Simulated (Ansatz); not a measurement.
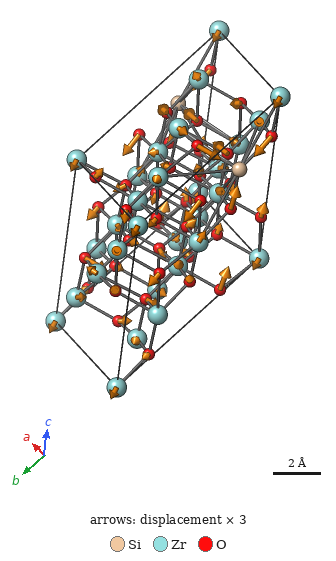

This is a relaxation of a defect cell of composition Zr15SiO32. The starting structure is drawn; orange arrows show the displacements, 3 times their true length.

The picture is a ball-and-stick view of the cell of the calculation, seen from a free direction.

Case: Si on a Zr site (a), charge +0, atoms relaxed at the host's cell.

The calculation used Ansatz, DFT PBE, scalar-relativistic, plane waves, PAW. (plane-wave cutoff 420 eV; k-point mesh 2 × 2 × 2; occupations gaussian; smearing width 0.01 eV; mesh shifted by (0.5, 0.5, 0.5); no spin polarisation; atoms relaxed in a fixed cell; force threshold 0.025 eV/Å; at most 45 steps)

What did the optimiser do to the structure, and how much energy did it gain?

Answer. The largest moves, 0.40 Å, are those of O atoms. Largest moves by element: O 0.40 Å, Zr 0.20 Å. Si stays in place. The cell stays as it was. Among the contacts that change: O–Zr 2.431 → 2.852 Å, O–Si 2.077 → 1.677 Å, O–Si 2.431 → 2.800 Å, O–Zr 2.431 → 2.145 Å. Among the angles between lasting bonds that change: Zr–O–Zr 121.3° → 134.3°, Zr–O–Zr 109.1° → 119.9°, Zr–O–Zr 109.1° → 99.1°. The energy falls by 4.292 eV per cell of the calculation in 9 accepted moves (10 points after the start). Largest force component: 2.7 eV/Å at the start, 0.0012 eV/Å at the end. The line search rejected the trial step at point 6 of the run.
